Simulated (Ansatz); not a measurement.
```
Al N
1.0
     2.83285    0.00000    0.00000
    -1.41643    2.45332    0.00000
     0.00000    0.00000    4.84101
Al N
2 2
Cartesian
  0.0000 0.0000 0.0000
  0.0000 0.0000 2.4205
  0.0000 1.6356 1.2103
  1.4164 0.8178 3.6308
```

Space group P6₃/mmc; started from the NiAs prototype, which need not be the ambient phase.

Method: Ansatz 0.2.0, DFT, r2SCAN, plane waves, PAW.

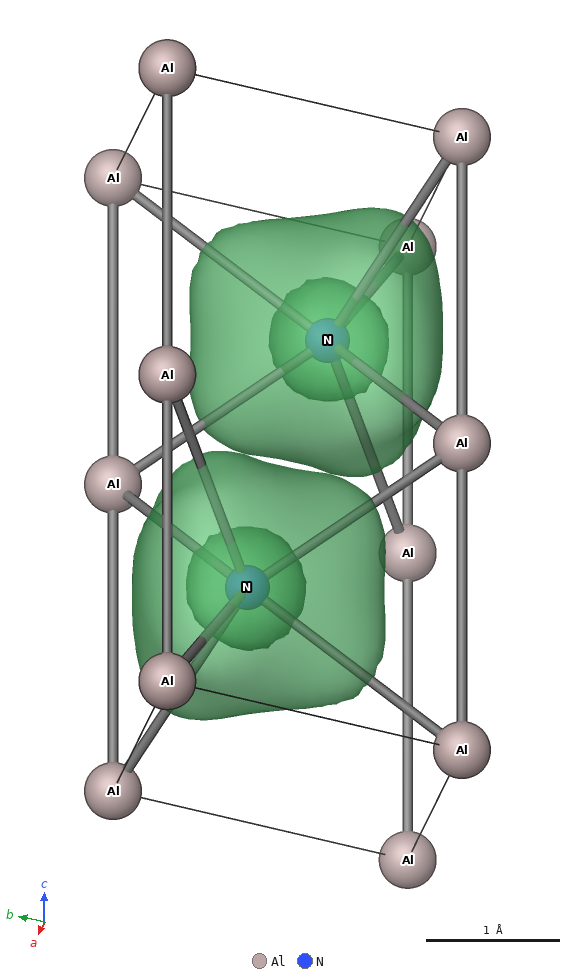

AlN. Isosurface of the electron localisation function at 0.7 (green), seen at an oblique angle. Only the valence region is drawn (cores and ρ < 0.01 e/Å³ removed). Sticks mark near contacts.

Core electrons are frozen (PAW), and the valence fields are smoothed inside the atomic spheres.

What do the ELF domains correspond to?

The surface consists of two regions on N in which the atom's valence shell and bonds are merged, counted in one cell of 4 atoms. Regions shared between cells count once.

Values along the shortest contacts:
Al–N (2.03 Å): the ELF peaks at about 0.85 in the valence shell of N, 0.8 Å from its nucleus, and is about 0.80 at the midpoint. Al–Al (2.42 Å): the ELF is about 0.25 at the midpoint: no shared electron pair shows on this line.
